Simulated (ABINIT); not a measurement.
**Si: geometry relaxation (part 1 of 2)**

The run: geometry relaxation of Si (1 atom in the cell). Method and program: Kohn-Sham DFT of a periodic cell, LDA, PseudoDojo NC SR LDA v0.4.1 standard, no spin polarisation (ABINIT 10.8.3).

The structure derives from a Materials Project entry.

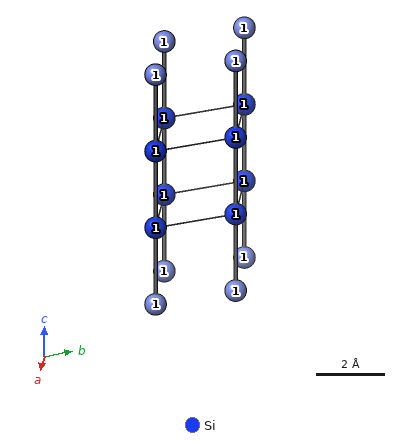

Figure 1. The structure as given in the input (ball-and-stick view of the cell of the calculation, seen at an oblique angle; neighbours outside the cell are drawn fainter; atoms are numbered from 1 in the order of the input). An atom can appear more than once, as a periodic image.

Summary:

```tsv
quantity	value
outcome	converged
space group (tolerance 0.01 Å)	P6/mmm (191)
electrons treated	4
free energy	−115.7435 eV
Fermi energy	8.461 eV
gap on the k-point mesh	none (metallic)
pressure	0.00 GPa
final volume	14.43 Å³
largest force (length of the vector) at the end	under 0.001 eV/Å
final cell	a = 2.600 Å, b = 2.600 Å, c = 2.465 Å, α = 90.00°, β = 90.00°, γ = 120.00°
hardware	4 threads of Intel Xeon (Granite Rapids), 192 GiB of memory available, shared host
wall time	3 s (CPU time 11 s)
peak memory	0.2 GiB
```

Input:
```
# Pseudopotentials
pp_dirpath "./"
pseudos "Si.upf"

# Structure
acell 3*1.0 Angstrom
rprim
     2.6205428149     0.0000000000     0.0000000000
    -1.3102714075     2.2694566494     0.0000000000
     0.0000000000     0.0000000000     2.4663543900
ntypat 1
znucl 14
natom 1
typat 1
chkprim 0
chksymtnons 0
tolsym 1.0e-6
xred
            0.0            0.0            0.0

# Plane-wave basis
ecut 16.0
ecutsm 0.5

# k points
kptopt 1
ngkpt 9 9 8
nshiftk 1
shiftk 0.0 0.0 0.0

# Exchange and correlation
ixc 7

# Bands and occupations
nband 6
occopt 3
tsmear 0.00183747

# SCF cycle
nstep 80
tolvrs 1.0e-12

# Output
iomode 3
prteig 0
prtebands 0
prtwf 0
prtden 0

# Relaxation
ionmov 2
optcell 2
ntime 50
tolmxf 2.0e-5
dilatmx 1.08
```

Launch command:
```bash
mpirun --bind-to none -np 4 abinit run.abi > log 2>&1
```

Log:
```
.Version 10.8.3 of ABINIT
 Symmetries : space group P6/m m m (#191); Bravais hP (primitive hexag.)
================================================================================
 Values of the parameters that define the memory need of the present run
     intxc =       0    ionmov =       2      iscf =       7    lmnmax =       6
     lnmax =       6     mgfft =      20  mpssoang =       3    mqgrid =    3001
     natom =       1  nloc_mem =       1    nspden =       1   nspinor =       1
    nsppol =       1      nsym =      24    n1xccc =    2501    ntypat =       1
    occopt =       3   xclevel =       1
       mpw =         397          nfft =        8000          nkpt =          60
================================================================================
================================================================================

--------------------------------------------------------------------------------
------------- Echo of variables that govern the present computation ------------
--------------------------------------------------------------------------------
 -outvars: echo values of preprocessed input variables --------
            acell      1.8897261259E+00  1.8897261259E+00  1.8897261259E+00 Bohr
              amu      2.80855000E+01
          chkprim           0
      chksymtnons           0
          dilatmx      1.08000000E+00
             ecut      1.60000000E+01 Hartree
           ecutsm      5.00000000E-01 Hartree
           ionmov           2
                       outvar_i_n : Printing only first  50 k-points.
              ixc           7
                       outvar_i_n : Printing only first  50 k-points.
         kptrlatt        9    0    0      0    9    0      0    0    8
          kptrlen      3.72858746E+01
            natom           1
            nband           6
            ngfft          20      20      20
             nkpt          60
            nstep          80
             nsym          24
            ntime          50
           ntypat           1
                       prtocc : prtvol=0, do not print more k-points.
           occopt           3
          optcell           2
           prtden           0
        prtebands           0
           prteig           0
            prtwf           0
            rprim      2.6205428149E+00  0.0000000000E+00  0.0000000000E+00
                      -1.3102714075E+00  2.2694566494E+00  0.0000000000E+00
                       0.0000000000E+00  0.0000000000E+00  2.4663543900E+00
          spgroup         191
           tolmxf      2.00000000E-05
           tolsym      1.00000000E-06
           tolvrs      1.00000000E-12
           tsmear      1.83747000E-03 Hartree
            typat      1
                       outvars : Printing only first  50 k-points.
            znucl       14.00000

================================================================================

 chkinp: Checking input parameters for consistency.

================================================================================
== DATASET  1 ==================================================================

--- !DatasetInfo
iteration_state: {dtset: 1, }
dimensions: {natom: 1, nkpt: 60, mband: 6, nsppol: 1, nspinor: 1, nspden: 1, mpw: 397, }
cutoff_energies: {ecut:  16.0, pawecutdg:  -1.0, }
electrons: {nelect:   4.00000000E+00, charge:   0.00000000E+00, occopt:   3.00000000E+00, tsmear:   1.83747000E-03, }
meta: {optdriver: 0, ionmov: 2, optcell: 2, iscf: 7, paral_kgb: 0, }
...

 Exchange-correlation functional for the present dataset will be:
  LDA: Perdew-Wang 92 LSD fit to Ceperley-Alder data - ixc=7
  J.P.Perdew and Y.Wang, PRB 45, 13244 (1992)

 Real(R)+Recip(G) space primitive vectors, cartesian coordinates (Bohr,Bohr^-1):
 R(1)=  4.9521082  0.0000000  0.0000000  G(1)=  0.2019342  0.1165868  0.0000000
 R(2)= -2.4760541  4.2886515  0.0000000  G(2)=  0.0000000  0.2331735  0.0000000
 R(3)=  0.0000000  0.0000000  4.6607343  G(3)=  0.0000000  0.0000000  0.2145585
 Unit cell volume ucvol=  9.8984053E+01 bohr^3
 Angles (23,13,12)=  9.00000000E+01  9.00000000E+01  1.20000000E+02 degrees

 getcut: wavevector=  0.0000  0.0000  0.0000  ngfft=  20  20  20
         ecut(hartree)=     18.662   => boxcut(ratio)=   2.07678

--- Pseudopotential description ------------------------------------------------
- pspini: atom type   1  psp file is ./Si.upf
  14.00000   4.00000  180309                  znucl, zion, pspdat
12 -1012 2 -1 1510                            pspcod,pspxc,lmax,lloc,mmax
     nproj     2     2     2

   2.66801583E+01                                ecore*ucvol(ha*bohr**3)
--------------------------------------------------------------------------------

================================================================================

=== [ionmov= 2] Broyden-Fletcher-Goldfarb-Shanno method (forces)
================================================================================

--- Iteration: ( 1/50) Internal Cycle: (1/1)
--------------------------------------------------------------------------------

---SELF-CONSISTENT-FIELD CONVERGENCE--------------------------------------------

--- !BeginCycle
iteration_state: {dtset: 1, itime: 1, icycle: 1, }
solver: {iscf: 7, nstep: 80, nline: 4, wfoptalg: 0, }
tolerances: {tolvrs: 1.00E-12, }
...

     iter   Etot(hartree)      deltaE(h)  residm     vres2
 ETOT  1  -4.2519077024809    -4.252E+00 4.629E-02 2.927E-01
 ETOT  2  -4.2534228583862    -1.515E-03 4.583E-03 2.625E-03
 ETOT  3  -4.2534235062259    -6.478E-07 8.794E-04 2.790E-05
 ETOT  4  -4.2534235146751    -8.449E-09 1.541E-03 1.317E-07
 ETOT  5  -4.2534235147067    -3.160E-11 2.860E-04 4.642E-10
 ETOT  6  -4.2534235147068    -1.084E-13 3.543E-04 6.372E-12
 ETOT  7  -4.2534235147068    -2.487E-14 1.492E-04 3.960E-15

 At SCF step    7       vres2   =  3.96E-15 < tolvrs=  1.00E-12 =>converged.

 Cartesian components of stress tensor (hartree/bohr^3)
  sigma(1 1)=  8.70116836E-05  sigma(3 2)=  0.00000000E+00
  sigma(2 2)=  8.70116836E-05  sigma(3 1)=  0.00000000E+00
  sigma(3 3)=  2.24826286E-05  sigma(2 1)=  6.19104185E-14

--- !ResultsGS
iteration_state: {dtset: 1, itime: 1, icycle: 1, }
comment   : Summary of ground state results
lattice_vectors:
- [  4.9521082,   0.0000000,   0.0000000, ]
- [ -2.4760541,   4.2886515,   0.0000000, ]
- [  0.0000000,   0.0000000,   4.6607343, ]
lattice_lengths: [   4.95211,    4.95211,    4.66073, ]
lattice_angles: [ 90.000,  90.000, 120.000, ] # degrees, (23, 13, 12)
lattice_volume:   9.8984053E+01
convergence: {deltae: -2.487E-14, res2:  3.960E-15, residm:  1.492E-04, diffor: null, }
etotal    :  -4.25342351E+00
entropy   :   0.00000000E+00
fermie    :   3.04140246E-01
cartesian_stress_tensor: # hartree/bohr^3
- [  8.70116836E-05,   6.19104185E-14,   0.00000000E+00, ]
- [  6.19104185E-14,   8.70116836E-05,   0.00000000E+00, ]
- [  0.00000000E+00,   0.00000000E+00,   2.24826286E-05, ]
pressure_GPa:  -1.9271E+00
xred      :
- [  0.0000E+00,   0.0000E+00,   0.0000E+00, Si]
cartesian_forces: # hartree/bohr
- [ -0.00000000E+00,  -0.00000000E+00,  -0.00000000E+00, ]
force_length_stats: {min:   0.00000000E+00, max:   0.00000000E+00, mean:   0.00000000E+00, }
...

 Integrated electronic density in atomic spheres:
 ------------------------------------------------
 Atom  Sphere_radius  Integrated_density
    1        2.00000          1.77940385

---OUTPUT-----------------------------------------------------------------------

 Cartesian coordinates (xcart) [bohr]
  0.00000000000000E+00  0.00000000000000E+00  0.00000000000000E+00
 Reduced coordinates (xred)
  0.00000000000000E+00  0.00000000000000E+00  0.00000000000000E+00
 Cartesian forces (fcart) [Ha/bohr]; max,rms= 0.00000E+00 0.00000E+00 (free atoms)
 -0.00000000000000E+00 -0.00000000000000E+00 -0.00000000000000E+00
 Gradient of E wrt nuclear positions in reduced coordinates (gred)
  0.00000000000000E+00  0.00000000000000E+00  0.00000000000000E+00
 Scale of Primitive Cell (acell) [bohr]
  1.88972612590778E+00  1.88972612590778E+00  1.88972612590778E+00
 Real space primitive translations (rprimd) [bohr]
  4.95210822137645E+00  0.00000000000000E+00  0.00000000000000E+00
 -2.47605411078271E+00  4.28865152198632E+00  0.00000000000000E+00
  0.00000000000000E+00  0.00000000000000E+00  4.66073432653035E+00
 Unitary Cell Volume (ucvol) [Bohr^3]=  9.89840532354055E+01
 Angles (23,13,12)= [degrees]
  9.00000000000000E+01  9.00000000000000E+01  1.20000000001036E+02
 Lengths [Bohr]
  4.95210822137645E+00  4.95210822141030E+00  4.66073432653035E+00
 Stress tensor in cartesian coordinates (strten) [Ha/bohr^3]
  8.70116835843269E-05  6.19104185179754E-14  0.00000000000000E+00
  6.19104185179754E-14  8.70116836045871E-05  0.00000000000000E+00
  0.00000000000000E+00  0.00000000000000E+00  2.24826285853681E-05
 Total energy (etotal) [Ha]= -4.25342351470683E+00

--- Iteration: ( 2/50) Internal Cycle: (1/1)
--------------------------------------------------------------------------------

---SELF-CONSISTENT-FIELD CONVERGENCE--------------------------------------------

--- !BeginCycle
iteration_state: {dtset: 1, itime: 2, icycle: 1, }
solver: {iscf: 7, nstep: 80, nline: 4, wfoptalg: 0, }
tolerances: {tolvrs: 1.00E-12, }
...

     iter   Etot(hartree)      deltaE(h)  residm     vres2
 ETOT  1  -4.2534618907433    -4.253E+00 3.027E-02 1.659E-03
 ETOT  2  -4.2534625997710    -7.090E-07 4.805E-05 6.785E-06
 ETOT  3  -4.2534626013349    -1.564E-09 9.753E-04 1.758E-07
 ETOT  4  -4.2534626013792    -4.436E-11 2.214E-05 2.037E-10
 ETOT  5  -4.2534626013793    -2.931E-14 2.518E-05 1.379E-12
 ETOT  6  -4.2534626013793    -7.994E-15 1.163E-05 1.942E-15

 At SCF step    6       vres2   =  1.94E-15 < tolvrs=  1.00E-12 =>converged.

 Cartesian components of stress tensor (hartree/bohr^3)
  sigma(1 1)=  6.03361905E-05  sigma(3 2)=  0.00000000E+00
  sigma(2 2)=  6.03361905E-05  sigma(3 1)=  0.00000000E+00
  sigma(3 3)=  7.34026651E-06  sigma(2 1)=  6.20357736E-14

--- !ResultsGS
iteration_state: {dtset: 1, itime: 2, icycle: 1, }
comment   : Summary of ground state results
lattice_vectors:
- [  4.9391815,   0.0000000,   0.0000000, ]
- [ -2.4695907,   4.2774566,   0.0000000, ]
- [  0.0000000,   0.0000000,   4.6575908, ]
lattice_lengths: [   4.93918,    4.93918,    4.65759, ]
lattice_angles: [ 90.000,  90.000, 120.000, ] # degrees, (23, 13, 12)
lattice_volume:   9.8401547E+01
convergence: {deltae: -7.994E-15, res2:  1.942E-15, residm:  1.163E-05, diffor: null, }
etotal    :  -4.25346260E+00
entropy   :   0.00000000E+00
fermie    :   3.06695484E-01
cartesian_stress_tensor: # hartree/bohr^3
- [  6.03361905E-05,   6.20357736E-14,   0.00000000E+00, ]
- [  6.20357736E-14,   6.03361905E-05,   0.00000000E+00, ]
- [  0.00000000E+00,   0.00000000E+00,   7.34026651E-06, ]
pressure_GPa:  -1.2554E+00
xred      :
- [  0.0000E+00,   0.0000E+00,   0.0000E+00, Si]
cartesian_forces: # hartree/bohr
- [ -0.00000000E+00,  -0.00000000E+00,  -0.00000000E+00, ]
force_length_stats: {min:   0.00000000E+00, max:   0.00000000E+00, mean:   0.00000000E+00, }
...

 Integrated electronic density in atomic spheres:
 ------------------------------------------------
 Atom  Sphere_radius  Integrated_density
    1        2.00000          1.77447767

---OUTPUT-----------------------------------------------------------------------

 Cartesian coordinates (xcart) [bohr]
  0.00000000000000E+00  0.00000000000000E+00  0.00000000000000E+00
 Reduced coordinates (xred)
  0.00000000000000E+00  0.00000000000000E+00  0.00000000000000E+00
 Cartesian forces (fcart) [Ha/bohr]; max,rms= 0.00000E+00 0.00000E+00 (free atoms)
 -0.00000000000000E+00 -0.00000000000000E+00 -0.00000000000000E+00
 Gradient of E wrt nuclear positions in reduced coordinates (gred)
  0.00000000000000E+00  0.00000000000000E+00  0.00000000000000E+00
 Scale of Primitive Cell (acell) [bohr]
  4.93918148316593E+00  4.93918148319970E+00  4.65759075976640E+00
 Real space primitive translations (rprimd) [bohr]
  4.93918148316593E+00  0.00000000000000E+00  0.00000000000000E+00
 -2.46959074167721E+00  4.27745663830798E+00  0.00000000000000E+00
  0.00000000000000E+00  0.00000000000000E+00  4.65759075976640E+00
 Unitary Cell Volume (ucvol) [Bohr^3]=  9.84015470003136E+01
 Angles (23,13,12)= [degrees]
  9.00000000000000E+01  9.00000000000000E+01  1.20000000001036E+02
 Lengths [Bohr]
  4.93918148316593E+00  4.93918148319970E+00  4.65759075976640E+00
 Stress tensor in cartesian coordinates (strten) [Ha/bohr^3]
  6.03361904964496E-05  6.20357736361100E-14  0.00000000000000E+00
  6.20357736361100E-14  6.03361905167528E-05  0.00000000000000E+00
  0.00000000000000E+00  0.00000000000000E+00  7.34026651085006E-06
 Total energy (etotal) [Ha]= -4.25346260137927E+00

 Difference of energy with previous step (new-old):
           Absolute (Ha)=-3.90867E-05
           Relative     =-9.18942E-06

--- Iteration: ( 3/50) Internal Cycle: (1/1)
--------------------------------------------------------------------------------

---SELF-CONSISTENT-FIELD CONVERGENCE--------------------------------------------

--- !BeginCycle
iteration_state: {dtset: 1, itime: 3, icycle: 1, }
solver: {iscf: 7, nstep: 80, nline: 4, wfoptalg: 0, }
tolerances: {tolvrs: 1.00E-12, }
...

     iter   Etot(hartree)      deltaE(h)  residm     vres2
 ETOT  1  -4.2534899067496    -4.253E+00 6.754E+00 1.076E-02
 ETOT  2  -4.2534946612394    -4.754E-06 5.824E-06 3.132E-05
 ETOT  3  -4.2534946689135    -7.674E-09 1.937E-06 9.548E-07
 ETOT  4  -4.2534946691526    -2.392E-10 2.999E-06 8.692E-10
 ETOT  5  -4.2534946691528    -1.759E-13 1.650E-06 5.795E-12
 ETOT  6  -4.2534946691528     0.000E+00 1.617E-06 1.066E-14

 At SCF step    6       vres2   =  1.07E-14 < tolvrs=  1.00E-12 =>converged.

 Cartesian components of stress tensor (hartree/bohr^3)
  sigma(1 1)= -4.73359850E-06  sigma(3 2)=  0.00000000E+00
  sigma(2 2)= -4.73359848E-06  sigma(3 1)=  0.00000000E+00
  sigma(3 3)= -8.84233170E-06  sigma(2 1)=  6.20929598E-14
```
